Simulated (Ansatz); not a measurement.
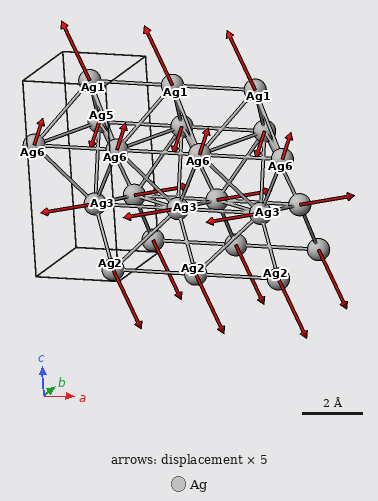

This is a relaxation of solid Ag (set up in P1). The starting structure is drawn; red arrows show the displacements, magnified 5 times.

Style: ball-and-stick. Shown: the cell of the calculation, repeated 3 × 1 × 1 with one cell outlined, slightly off an axis.

Case: a zone-boundary wave of random shape, sigma 0.25 Å; relaxed back.

The calculation used DFT r2SCAN, scalar-relativistic, plane waves, PAW (Ansatz).

Input file:
```yaml
crystal:
  lattice:
    - [-1.452353118, 2.515549391, 0.0]
    - [-4.3570593541, -2.515549391, 0.0]
    - [1.452353118, 0.8385164636, 7.1072646387]
  atoms:
    - { symbol: Ag, position: [0.5620787674, 0.4947608157, -0.0593143379] }
    - { symbol: Ag, position: [-0.0620787674, 0.0052391843, 0.0593143379] }
    - { symbol: Ag, position: [0.6119581119, 0.3250067647, 0.3382187276] }
    - { symbol: Ag, position: [-0.1119581119, 0.7304166331, 0.3280514656] }
    - { symbol: Ag, position: [0.5129115797, 0.7487129193, 0.691655931] }
    - { symbol: Ag, position: [-0.0129115797, 0.1958636829, 0.6420738758] }
basis:
  ecutwfc: 500
kpoints:
  mp_grid: { grid: [12, 8, 6] }
hamiltonian:
  xc: r2scan
scf:
  occupations: { method: gaussian, width: 0.15 }
output:
  forces: true
  stress: true
  eigenvalues: true
relax:
  adjacent_minimum: "off"
  f_tol: 0.01
  max_steps: 80
```

Command:
```bash
ansatz run input.yaml --threads 2 --pin off --max-ram 5120MiB --backend cpu --events-out ev --progress --plain --runs-dir out
```

What did the optimiser do to the structure, and how much energy did it gain?

Answer. The largest moves, 0.46 Å, are those of Ag1 and Ag2. Ag2 goes along [1 0 −1]. The cell doesn't change. Near-neighbour distances that change, for instance: Ag3–Ag4 3.643 → 2.905 Å, Ag3–Ag4 (another image) 2.209 → 2.905 Å, Ag1–Ag4 3.421 → 2.902 Å, Ag2–Ag6 3.401 → 2.900 Å. The space group (tolerance 0.01 Å) goes from P1 (No. 1) to R-3m (No. 166). Over 4 accepted moves (5 points after the start) the energy falls by 397 meV per atom. Largest force component: 6.3 eV/Å at the start, 0.00045 eV/Å at the end. 1 step only repeated the SCF at the same geometry. Cost: 9 min on 2 threads of Intel(R) Xeon(R) 6975P-C (Granite Rapids), with other jobs on the host, peak memory 2 GiB.
